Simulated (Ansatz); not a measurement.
# Ni$_{4}$H (slab): what the fields show

Input file:

```
crystal:
  lattice:
    - [2.5119800401, 0.0, 0.0]
    - [-1.25599002, 2.1754385285, 0.0]
    - [0.0, 0.0, 25.1530693423]
  atoms:
    - { symbol: Ni, position: [0.6666666667, 0.3333333333, 0.3379309254], spin: 0.79 }
    - { symbol: Ni, position: [0.3333333333, 0.6666666667, 0.4194725889], spin: 0.83 }
    - { symbol: Ni, position: [0.0, 0.0, 0.5004700952], spin: 0.84 }
    - { symbol: Ni, position: [0.6666666667, 0.3333333333, 0.5809138887], spin: 0.79 }
    - { symbol: H, position: [0.0, 0.0, 0.6031775732], spin: 1.0 }
basis:
  ecutwfc: 420
kpoints:
  mp_grid: { grid: [12, 12, 1] }
hamiltonian:
  xc: rpbe
scf:
  occupations: { method: gaussian, width: 0.1 }
output:
  forces: true
  eigenvalues: true
  populations: true
  write_density: true
  write_potential: true
  elf: true
  volumetric_format: npy
magnetization:
  spin_polarized: true
relax:
  adjacent_minimum: "off"
  f_tol: 0.03
  max_steps: 70
  constraints: [{ sites: [0, 1] }]
efield:
  axis: 3
  dipole_correction: true
```

Run with:

```sh
ansatz run input.yaml --threads 2 --pin off --max-ram 5120MiB --backend cpu --events-out ev --progress --plain --runs-dir out
```

The fields are those of the relaxed geometry.

Spin-polarised.

Level of theory: DFT RPBE, scalar-relativistic, plane waves, PAW (Ansatz 0.2.0).

The density is the valence pseudo-density of a PAW calculation; it isn't the true density close to the nuclei.

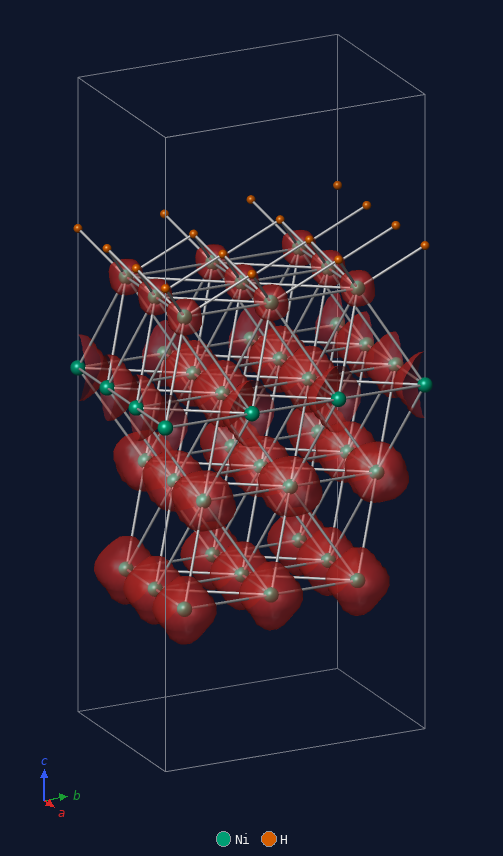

Figure 1. Isosurface of the spin density at +0.15 e/Å³ (red), seen slightly off an axis. Sticks mark near contacts.

Q: Which atoms carry the moments, and with what signs?

A: The spin density sits on Ni: +0.8 μB (×3) in one cell of 5 atoms: parallel main moments (a ferromagnetic arrangement) in this solution. The cell of the calculation (5 atoms) carries 2.3 μB of net spin moment.

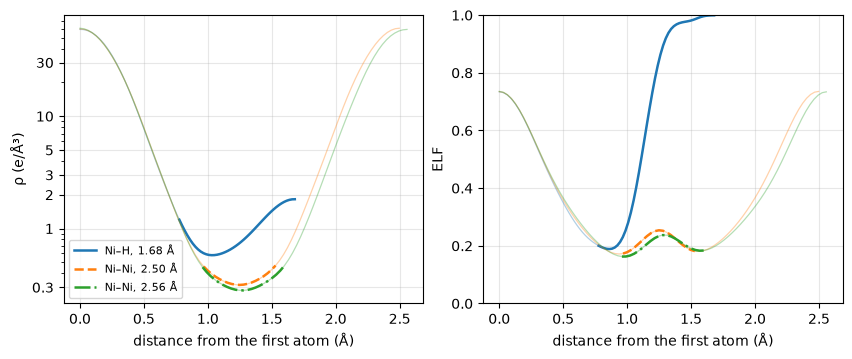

Figure 2. Valence charge density (pseudo) and electron localisation function along straight lines between neighbouring atoms. Thin, pale parts lie inside the atomic spheres.

Q: Compare the contacts.

A: Ni–H (1.68 Å): ρ is about 0.87 e/Å³ halfway; the ELF climbs to about 1 towards the hydrogen.
Ni–Ni (2.50 Å): the density is about 0.32 e/Å³ at the midpoint; the ELF is about 0.25 at the midpoint: no localised pair shows between them.
Ni–Ni (2.56 Å): the density is about 0.28 e/Å³ at the midpoint; the ELF is about 0.25 at the midpoint: no shared electron pair shows on this line.

Q: Metal or insulator at this level of theory?

A: It is metallic or semimetallic at this level of theory: no gap opens.
